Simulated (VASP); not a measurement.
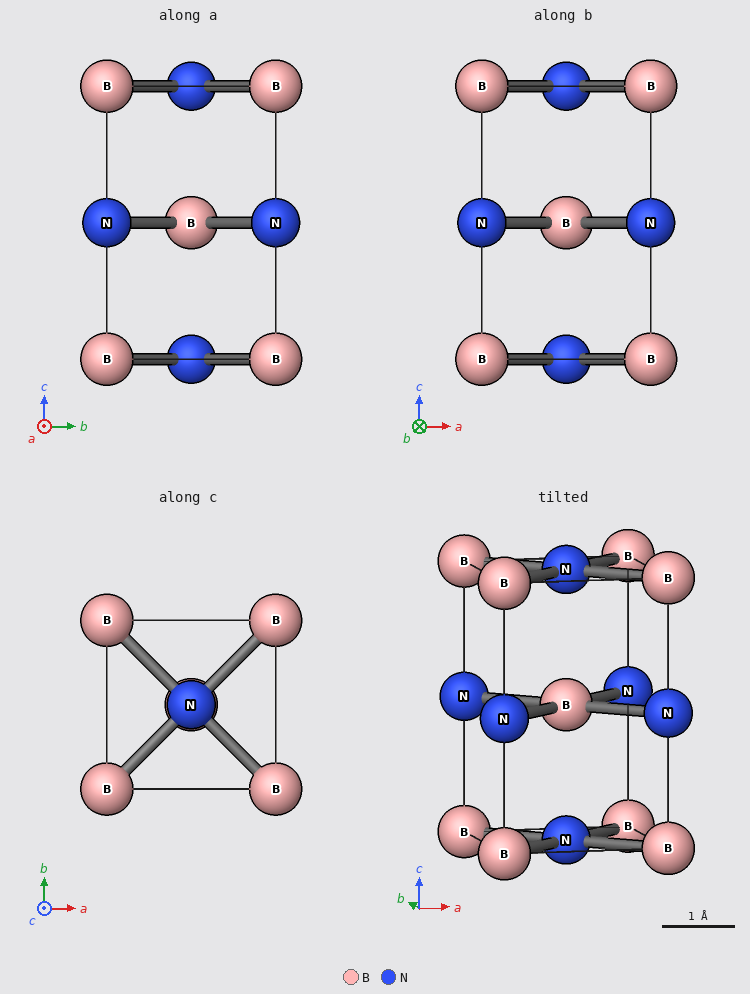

Crystal structure, ball-and-stick style, seen along the a axis, along the b axis, along the c axis and slightly off an axis. One conventional unit cell is outlined, and atoms on its boundary appear in each equivalent place.

Lattice parameters: a = 2.3455 Å, b = 2.3455 Å, c = 3.7958 Å, α = 90.000°, β = 90.000°, γ = 90.000°.

Question: From the views, write a CIF in P1 with every atom of the cell.

Answer:
```cif
data_structure
_symmetry_space_group_name_H-M 'P 1'
_symmetry_Int_Tables_number 1
_cell_length_a 2.3455
_cell_length_b 2.3455
_cell_length_c 3.7958
_cell_angle_alpha 90.000
_cell_angle_beta 90.000
_cell_angle_gamma 90.000
_cell_volume 20.88
loop_
_atom_site_label
_atom_site_type_symbol
_atom_site_fract_x
_atom_site_fract_y
_atom_site_fract_z
_atom_site_occupancy
B1 B 0.0000 0.0000 0.0000 1
N1 N 0.5000 0.5000 0.0000 1
B2 B 0.5000 0.5000 0.5000 1
N2 N 0.0000 0.0000 0.5000 1
```

Starting structure: a structure type filled with these elements by a generator (whether the compound takes this form wasn't checked). The cell was then strained or its atoms displaced on purpose. It was run through VASP as a DFT input.

At this level of theory the cell isn't at rest (compressed, at 23 GPa), so its distances can differ from those at equilibrium, the more so the softer the solid.
